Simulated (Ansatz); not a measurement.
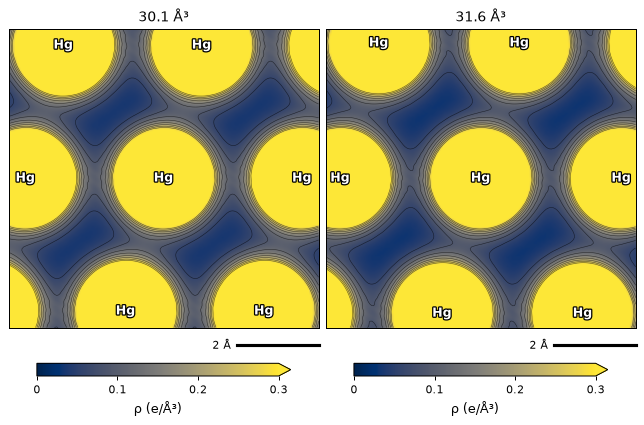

Hg. The valence charge density (pseudo) of cells scaled evenly to different volumes (given per atom above each panel), on the (011̄) plane of each (indices in the axes of the cell below), at one length scale and on one colour scale.

A structure from a database of computed crystals, not necessarily the ambient phase.

All numbers below come from DFT, r2SCAN, PAW with Ansatz's default frozen-core files, scalar-relativistic (Ansatz).

The density is the valence pseudo-density of a PAW calculation; it isn't the true density close to the nuclei.

The largest cell:

```xyz
1
Lattice="-2.0868 2.0868 1.8172 2.0868 -2.0868 1.8172 2.0868 2.0868 -1.8172" Properties=species:S:1:pos:R:3 pbc="T T T"
Hg    0.0000    0.0000    0.0000
```

| volume (Å³/atom) | Hg–Hg contact in the plane (Å) | ρ at its midpoint (e/Å³) | pressure (GPa) | 
| --- | --- | --- | --- |
| 30.11 | 3.408 | 0.103 | −1.3 | 
| 30.88 | 3.437 | ? | ? | 
| 31.65 | 3.466 | 0.091 | −1.6 | 

What values belong in the row with question marks?

Over the known rows ln ρ falls by 2.14 per Å of Hg–Hg distance (the line through the two), which gives 0.097 e/Å³ at 3.437 Å; the calculation gives 0.096 e/Å³. For the pressure, a straight line in volume between the neighbouring rows gives −1.5 GPa; the calculation gives −1.4.
